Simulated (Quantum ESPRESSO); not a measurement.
# Single-point calculation, with input and output: SiO2 (part 1 of 2)

- system: SiO2 (12 atoms in the cell)
- method: Kohn-Sham DFT of a periodic cell, PBE, SSSP 1.3 efficiency PBE, no spin polarisation (Quantum ESPRESSO 7.5)

The structure derives from a Materials Project entry. The volume is scaled by 0.96.

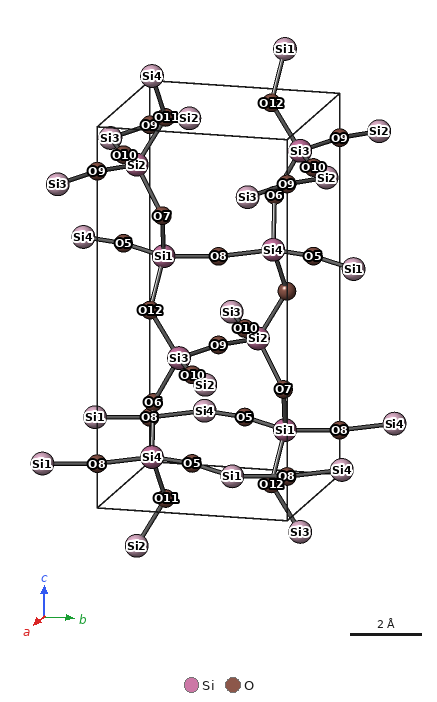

Fig. 1: The structure as given in the input (ball-and-stick view of the cell 2 times as large as that of the calculation, set on its symmetry axes, seen slightly off an axis; neighbours outside the cell are drawn fainter; atoms are numbered from 1 in the order of the input).

The input
```
&CONTROL
  calculation = 'scf'
  prefix = 'pwscf'
  outdir = './tmp'
  pseudo_dir = './pseudo'
  tprnfor = .true.
  tstress = .true.
  disk_io = 'nowf'
/
&SYSTEM
  ibrav = 0
  nat = 12
  ntyp = 2
  ecutwfc = 55
  ecutrho = 440
  nbnd = 43
  occupations = 'smearing'
  smearing = 'fd'
  degauss = 0.00367493
/
&ELECTRONS
  conv_thr = 2.4d-09
  electron_maxstep = 120
  mixing_beta = 0.5
/
ATOMIC_SPECIES
Si    28.0850 Si.pbe-n-rrkjus_psl.1.0.0.UPF
O     15.9990 O.pbe-n-kjpaw_psl.0.1.UPF
CELL_PARAMETERS angstrom
  -2.7995433253    2.7995433253    5.5837112981
   2.7995433253   -2.7995433253    5.5837112981
   2.7995433253    2.7995433253   -5.5837112981
ATOMIC_POSITIONS crystal
Si     0.8750000000    0.2636180000    0.8886180000
Si     0.0136180000    0.6250000000    0.8886180000
Si     0.7363820000    0.1250000000    0.1113820000
Si     0.3750000000    0.9863820000    0.1113820000
O      0.6337270000    0.1337270000    0.5000000000
O      0.4678770000    0.9678770000    0.9357540000
O      0.0321230000    0.5321230000    0.0642460000
O      0.1162730000    0.1162730000    0.0000000000
O      0.8837270000    0.8837270000    0.0000000000
O      0.8662730000    0.3662730000    0.5000000000
O      0.2821230000    0.7178770000    0.0000000000
O      0.7178770000    0.2821230000    0.0000000000
K_POINTS automatic
7 7 7 0 0 0
```

Machine: 2 threads of Arm Neoverse V1, 24 GiB of memory available, shared host.

Run as:
```bash
OMP_NUM_THREADS=1 mpirun -n 2 pw.x -nk 2 -in pw.in > pw.out
```

What the program printed
```
This program is part of the open-source Quantum ESPRESSO suite
     for quantum simulation of materials; please cite
         "P. Giannozzi et al., J. Phys.:Condens. Matter 21 395502 (2009);
         "P. Giannozzi et al., J. Phys.:Condens. Matter 29 465901 (2017);
         "P. Giannozzi et al., J. Chem. Phys. 152 154105 (2020);
          URL
     in publications or presentations arising from this work. More details at

     file O.pbe-n-kjpaw_psl.0.1.UPF: wavefunction(s)  2P renormalized
     Message from routine setup:
     using ibrav=0 with symmetry is DISCOURAGED, use correct ibrav instead

     K-points division:     npool     =       2
     Subspace diagonalization in iterative solution of the eigenvalue problem:
     a serial algorithm will be used

     G-vector sticks info
     --------------------
     sticks:   dense  smooth     PW     G-vecs:    dense   smooth      PW
     Sum        5527    2767    801               184051    65165   10055

     Using Slab Decomposition

     bravais-lattice index     =            0
     lattice parameter (alat)  =      12.9350  a.u.
     unit-cell volume          =    1181.2829 (a.u.)^3
     number of atoms/cell      =           12
     number of atomic types    =            2
     number of electrons       =        64.00
     number of Kohn-Sham states=           43
     kinetic-energy cutoff     =      55.0000  Ry
     charge density cutoff     =     440.0000  Ry
     scf convergence threshold =      2.4E-09
     mixing beta               =       0.5000
     number of iterations used =            8  plain     mixing
     Exchange-correlation= SLA  PW   PBX  PBC
                           (   1   4   3   4   0   0   0)

     celldm(1)=  12.934995  celldm(2)=   0.000000  celldm(3)=   0.000000
     celldm(4)=   0.000000  celldm(5)=   0.000000  celldm(6)=   0.000000

     crystal axes: (cart. coord. in units of alat)
               a(1) = (  -0.408997   0.408997   0.815747 )
               a(2) = (   0.408997  -0.408997   0.815747 )
               a(3) = (   0.408997   0.408997  -0.815747 )

     reciprocal axes: (cart. coord. in units 2 pi/alat)
               b(1) = (  0.000000  1.222504  0.612935 )
               b(2) = (  1.222504  0.000000  0.612935 )
               b(3) = (  1.222504  1.222504  0.000000 )

     PseudoPot. # 1 for Si read from file:
     Si.pbe-n-rrkjus_psl.1.0.0.UPF
     Pseudo is Ultrasoft + core correction, Zval =  4.0
     Generated using "atomic" code by A. Dal Corso  v.5.1
     Using radial grid of 1141 points,  6 beta functions with:
                l(1) =   0
                l(2) =   0
                l(3) =   1
                l(4) =   1
                l(5) =   2
                l(6) =   2
     Q(r) pseudized with 0 coefficients

     PseudoPot. # 2 for O  read from file:
     O.pbe-n-kjpaw_psl.0.1.UPF
     Pseudo is Projector augmented-wave + core cor, Zval =  6.0
     Generated using "atomic" code by A. Dal Corso  v.5.0.99 svn rev. 10869
     Shape of augmentation charge: BESSEL
     Using radial grid of 1095 points,  4 beta functions with:
                l(1) =   0
                l(2) =   0
                l(3) =   1
                l(4) =   1
     Q(r) pseudized with 0 coefficients

     atomic species   valence    mass     pseudopotential
     Si                4.00    28.08500     Si( 1.00)
     O                 6.00    15.99900     O ( 1.00)

      8 Sym. Ops. (no inversion) found ( 4 have fractional translation)

   Cartesian axes

     site n.     atom                  positions (alat units)
         1        Si     tau(   1) = (   0.1133886   0.6134950   0.2039368  )
         2        Si     tau(   2) = (   0.6134950   0.1133886  -0.2039368  )
         3        Si     tau(   3) = (  -0.2044983   0.2956081   0.6118104  )
         4        Si     tau(   4) = (   0.2956081  -0.2044983   1.0196839  )
         5        O      tau(   5) = (   0.0000000   0.4089967   0.2181748  )
         6        O      tau(   6) = (   0.5872186   0.1782219   0.4078736  )
         7        O      tau(   7) = (   0.2307747  -0.1782219   0.4078736  )
         8        O      tau(   8) = (   0.0000000  -0.0000000   0.1896987  )
         9        O      tau(   9) = (  -0.0000000   0.0000000   1.4417956  )
        10        O      tau(  10) = (   0.0000000   0.4089967   0.5975723  )
        11        O      tau(  11) = (   0.1782219  -0.1782219   0.8157471  )
        12        O      tau(  12) = (  -0.1782219   0.1782219   0.8157471  )

     number of k points=    40  Fermi-Dirac smearing, width (Ry)=  0.0037
                       cart. coord. in units 2pi/alat
        k(    1) = (   0.0000000   0.0000000   0.0000000), wk =   0.0058309
        k(    2) = (   0.1746434   0.1746434   0.0000000), wk =   0.0233236
        k(    3) = (   0.3492868   0.3492868   0.0000000), wk =   0.0233236
        k(    4) = (   0.5239302   0.5239302   0.0000000), wk =   0.0233236
        k(    5) = (   0.1746434   0.0000000   0.0875621), wk =   0.0466472
        k(    6) = (   0.3492868   0.1746434   0.0875621), wk =   0.0932945
        k(    7) = (   0.5239302   0.3492868   0.0875621), wk =   0.0932945
        k(    8) = (   0.6985736   0.5239302   0.0875621), wk =   0.0466472
        k(    9) = (   0.3492868   0.0000000   0.1751243), wk =   0.0466472
        k(   10) = (   0.5239302   0.1746434   0.1751243), wk =   0.0932945
        k(   11) = (   0.6985736   0.3492868   0.1751243), wk =   0.0932945
        k(   12) = (   0.1746434  -0.1746434   0.1751243), wk =   0.0466472
        k(   13) = (   0.5239302   0.0000000   0.2626864), wk =   0.0466472
        k(   14) = (   0.6985736   0.1746434   0.2626864), wk =   0.0932945
        k(   15) = (   0.8732170   0.3492868   0.2626864), wk =   0.0466472
        k(   16) = (   0.1746434  -0.3492868   0.2626864), wk =   0.0932945
        k(   17) = (   0.3492868   0.3492868   0.1751243), wk =   0.0466472
        k(   18) = (   0.5239302   0.5239302   0.1751243), wk =   0.0466472
        k(   19) = (  -0.0000000  -0.0000000   0.1751243), wk =   0.0116618
        k(   20) = (   0.5239302   0.3492868   0.2626864), wk =   0.0932945
        k(   21) = (   0.6985736   0.5239302   0.2626864), wk =   0.0466472
        k(   22) = (   0.0000000  -0.1746434   0.2626864), wk =   0.0466472
        k(   23) = (  -0.0000000  -0.3492868   0.3502486), wk =   0.0466472
        k(   24) = (   0.1746434  -0.1746434   0.3502486), wk =   0.0466472
        k(   25) = (  -0.0000000   0.6985736  -0.1751243), wk =   0.0466472
        k(   26) = (  -1.0478604  -0.3492868  -0.1751243), wk =   0.0932945
        k(   27) = (  -0.0000000   0.5239302  -0.0875621), wk =   0.0466472
        k(   28) = (   0.1746434   0.6985736  -0.0875621), wk =   0.0932945
        k(   29) = (  -0.8732170  -0.3492868  -0.0875621), wk =   0.0466472
        k(   30) = (  -0.0000000   0.3492868  -0.0000000), wk =   0.0233236
        k(   31) = (   0.1746434   0.5239302  -0.0000000), wk =   0.0466472
        k(   32) = (   0.3492868   0.6985736  -0.0000000), wk =   0.0466472
        k(   33) = (   0.0000000   0.0000000   0.3502486), wk =   0.0116618
        k(   34) = (  -0.0000000  -0.1746434   0.4378107), wk =   0.0466472
        k(   35) = (  -0.0000000   0.8732170  -0.0875621), wk =   0.0466472
        k(   36) = (  -1.0478604  -0.1746434  -0.0875621), wk =   0.0466472
        k(   37) = (  -0.0000000   0.6985736   0.0000000), wk =   0.0233236
        k(   38) = (   0.1746434   0.8732170   0.0000000), wk =   0.0466472
        k(   39) = (  -0.0000000  -0.0000000   0.5253729), wk =   0.0116618
        k(   40) = (  -0.0000000   1.0478604  -0.0000000), wk =   0.0233236

     Dense  grid:   184051 G-vectors     FFT dimensions: (  96,  96,  90)

     Smooth grid:    65165 G-vectors     FFT dimensions: (  64,  64,  64)

     Initial potential from superposition of free atoms

     starting charge      63.9978, renormalised to      64.0000
     Starting wfcs are   48 randomized atomic wfcs
     Checking if some PAW data can be deallocated...

     Self-consistent Calculation

     iteration #  1     ecut=    55.00 Ry     beta= 0.50
     Davidson diagonalization with overlap
     ethr =  1.00E-02,  avg # of iterations =  5.1

     total energy              =    -379.16097004 Ry
     estimated scf accuracy    <       3.22279999 Ry

     iteration #  2     ecut=    55.00 Ry     beta= 0.50
     Davidson diagonalization with overlap
     ethr =  5.04E-03,  avg # of iterations =  2.2

     total energy              =    -380.14384685 Ry
     estimated scf accuracy    <       0.30363668 Ry

     iteration #  3     ecut=    55.00 Ry     beta= 0.50
     Davidson diagonalization with overlap
     ethr =  4.74E-04,  avg # of iterations =  8.3

     total energy              =    -380.16468239 Ry
     estimated scf accuracy    <       0.03876768 Ry

     iteration #  4     ecut=    55.00 Ry     beta= 0.50
     Davidson diagonalization with overlap
     ethr =  6.06E-05,  avg # of iterations =  4.4

     total energy              =    -380.17287687 Ry
     estimated scf accuracy    <       0.01590888 Ry

     iteration #  5     ecut=    55.00 Ry     beta= 0.50
     Davidson diagonalization with overlap
     ethr =  2.49E-05,  avg # of iterations =  2.8

     total energy              =    -380.17272731 Ry
     estimated scf accuracy    <       0.00309855 Ry

     iteration #  6     ecut=    55.00 Ry     beta= 0.50
     Davidson diagonalization with overlap
     ethr =  4.84E-06,  avg # of iterations =  6.8

     total energy              =    -380.17292653 Ry
     estimated scf accuracy    <       0.00033417 Ry

     iteration #  7     ecut=    55.00 Ry     beta= 0.50
     Davidson diagonalization with overlap
     ethr =  5.22E-07,  avg # of iterations =  2.3

     total energy              =    -380.17301023 Ry
     estimated scf accuracy    <       0.00000895 Ry

     iteration #  8     ecut=    55.00 Ry     beta= 0.50
     Davidson diagonalization with overlap
     ethr =  1.40E-08,  avg # of iterations =  3.2

     total energy              =    -380.17301533 Ry
     estimated scf accuracy    <       0.00000281 Ry

     iteration #  9     ecut=    55.00 Ry     beta= 0.50
     Davidson diagonalization with overlap
     ethr =  4.39E-09,  avg # of iterations =  2.0

     total energy              =    -380.17301573 Ry
     estimated scf accuracy    <       0.00000016 Ry

     iteration # 10     ecut=    55.00 Ry     beta= 0.50
     Davidson diagonalization with overlap
     ethr =  2.51E-10,  avg # of iterations =  2.0

     total energy              =    -380.17301571 Ry
     estimated scf accuracy    <       0.00000009 Ry

     iteration # 11     ecut=    55.00 Ry     beta= 0.50
     Davidson diagonalization with overlap
     ethr =  1.39E-10,  avg # of iterations =  2.0

     End of self-consistent calculation

          k = 0.0000 0.0000 0.0000 (  8225 PWs)   bands (ev):

   -18.2834 -16.9230 -16.6748 -16.6748 -16.4054 -16.2448 -16.1002 -15.6980
    -7.2424  -7.2424  -5.5593  -4.5017  -4.5017  -3.7285  -3.7285  -3.6546
    -2.4648  -1.8786  -1.4444  -1.0625  -1.0625  -0.6397  -0.6397  -0.5030
    -0.2374  -0.2374   0.0394   0.0791   0.9120   0.9120   1.3514   1.6062
     6.6803   9.1450   9.2158  10.6031  10.6031  10.9955  11.1969  11.2621
    11.6381  12.6388  12.6390

          k = 0.1746 0.1746 0.0000 (  8145 PWs)   bands (ev):

   -18.2276 -17.0256 -16.8311 -16.6197 -16.3075 -16.2371 -16.0384 -15.7251
    -7.2157  -7.0915  -5.7889  -4.5807  -4.3424  -3.7783  -3.7306  -3.5868
    -2.4247  -1.9084  -1.3960  -1.1713  -1.0449  -0.8102  -0.6760  -0.4408
    -0.4115  -0.2185   0.0787   0.4431   0.8002   0.8401   1.3384   1.5450
     7.0070   9.2743   9.4635  10.6220  10.6445  10.9631  11.0693  11.2445
    11.6848  12.3578  12.7793

          k = 0.3493 0.3493 0.0000 (  8126 PWs)   bands (ev):

   -18.0722 -17.1740 -17.1065 -16.5689 -16.2280 -16.1705 -15.9080 -15.8004
    -7.1434  -6.6670  -6.1807  -4.8604  -4.1158  -3.8610  -3.7168  -3.4729
    -2.3626  -2.0627  -1.4603  -1.3108  -0.9465  -0.9288  -0.7467  -0.3705
    -0.3271  -0.1101   0.0906   0.4700   0.5743   1.0225   1.1147   1.5099
     7.8096   9.5917  10.0846  10.6263  10.7660  10.8152  10.8976  11.2619
    11.8619  12.2262  12.6870

          k = 0.5239 0.5239 0.0000 (  8130 PWs)   bands (ev):

   -17.8723 -17.3710 -17.2632 -16.5493 -16.2144 -16.0619 -15.8980 -15.8117
    -7.0578  -6.4629  -6.0712  -5.3570  -3.9837  -3.9004  -3.6847  -3.4270
    -2.3303  -2.2041  -1.7780  -1.2696  -0.8775  -0.8637  -0.7287  -0.2819
    -0.1904   0.0193   0.2109   0.4009   0.4173   0.6804   1.1406   1.5230
     8.6431   9.9057  10.4969  10.6107  10.6603  10.8818  11.1557  11.3549
    11.6305  12.1288  12.2332

          k = 0.1746 0.0000 0.0876 (  8156 PWs)   bands (ev):

   -18.2447 -17.0233 -16.8027 -16.5894 -16.3518 -16.2083 -16.0738 -15.7102
    -7.3853  -7.0193  -5.6667  -4.5469  -4.4218  -3.8295  -3.6498  -3.6263
    -2.4434  -1.8772  -1.4045  -1.1280  -1.0472  -0.7311  -0.6602  -0.5178
    -0.3740  -0.2508   0.1860   0.2666   0.8198   0.8968   1.3432   1.5551
     6.8934   9.2004   9.3818  10.5637  10.6692  10.8176  11.0584  11.3048
    11.6541  12.3357  12.5169

          k = 0.3493 0.1746 0.0876 (  8140 PWs)   bands (ev):

   -18.1394 -17.1755 -16.9588 -16.5681 -16.2540 -16.1865 -15.9715 -15.7629
    -7.2766  -6.8028  -6.0027  -4.6911  -4.2254  -3.8662  -3.6754  -3.5357
    -2.3794  -1.9557  -1.3383  -1.2865  -1.0367  -0.9061  -0.7250  -0.4866
    -0.3742  -0.2050   0.2155   0.4875   0.6729   0.9179   1.2669   1.4777
     7.4806   9.3596   9.8564  10.4400  10.6189  10.7720  11.0607  11.3632
    11.7857  12.2926  12.5509

          k = 0.5239 0.3493 0.0876 (  8123 PWs)   bands (ev):

   -17.9561 -17.3642 -17.1355 -16.5643 -16.1951 -16.1074 -15.8761 -15.8329
    -7.1677  -6.4529  -6.2155  -5.0701  -4.0540  -3.9018  -3.6940  -3.4366
    -2.3228  -2.1237  -1.6289  -1.3037  -0.9237  -0.8856  -0.7385  -0.3952
    -0.2130  -0.0119   0.1471   0.3145   0.5742   0.9010   1.1373   1.4850
     8.3673   9.6785  10.0885  10.4093  10.7915  10.8407  11.0994  11.4184
    11.9268  12.0192  12.3591

          k = 0.6986 0.5239 0.0876 (  8133 PWs)   bands (ev):

   -17.8130 -17.5035 -17.2073 -16.5635 -16.1856 -16.0277 -15.9398 -15.7977
    -7.1139  -6.5296  -5.7743  -5.5368  -3.9933  -3.9094  -3.6906  -3.4095
    -2.2962  -2.2063  -1.8008  -1.2977  -0.9063  -0.8571  -0.6714  -0.3419
    -0.0781  -0.0057   0.2359   0.3926   0.4695   0.5719   1.1668   1.4942
     8.9165   9.9285   9.9830  10.3786  10.7344  10.9763  11.2972  11.5730
    11.6749  12.0637  12.1428

          k = 0.3493 0.0000 0.1751 (  8129 PWs)   bands (ev):

   -18.1381 -17.2412 -16.9178 -16.5330 -16.3040 -16.1089 -16.0118 -15.7496
    -7.4489  -6.7483  -5.8925  -4.6422  -4.2954  -3.9070  -3.6274  -3.5562
    -2.3906  -1.8795  -1.3210  -1.2249  -1.0491  -0.8835  -0.7507  -0.5593
    -0.4126  -0.2500   0.3451   0.4902   0.6620   0.9171   1.3124   1.4252
     7.4603   9.2506   9.8582  10.2348  10.5492  10.7688  10.8430  11.5301
    11.5877  12.1437  12.4934

          k = 0.5239 0.1746 0.1751 (  8131 PWs)   bands (ev):

   -18.0103 -17.3984 -17.0130 -16.5489 -16.2321 -16.0800 -15.9152 -15.8173
    -7.3510  -6.5073  -6.1576  -4.8248  -4.1569  -3.9274  -3.6509  -3.4855
    -2.3283  -1.9779  -1.4248  -1.3139  -1.0070  -0.9191  -0.7643  -0.5219
    -0.3338  -0.1233   0.2543   0.3355   0.7398   1.0288   1.1590   1.3949
     8.1867   9.2770   9.8041  10.3035  10.5943  10.8677  11.0022  11.5429
    11.9133  12.0396  12.3286

          k = 0.6986 0.3493 0.1751 (  8134 PWs)   bands (ev):

   -17.8600 -17.5394 -17.0975 -16.5837 -16.1650 -16.0308 -15.9371 -15.8098
    -7.2876  -6.5208  -5.8991  -5.2120  -4.0675  -3.9267  -3.7086  -3.3954
    -2.2881  -2.1003  -1.6732  -1.3423  -0.9332  -0.8903  -0.6510  -0.4289
    -0.1690   0.0062   0.1808   0.2668   0.6195   0.7922   1.2143   1.4108
     9.0333   9.1868   9.9030  10.2758  10.6015  10.9328  11.1443  11.5188
    11.8023  11.9018  12.2103

          k = 0.1746-0.1746 0.1751 (  8149 PWs)   bands (ev):
```
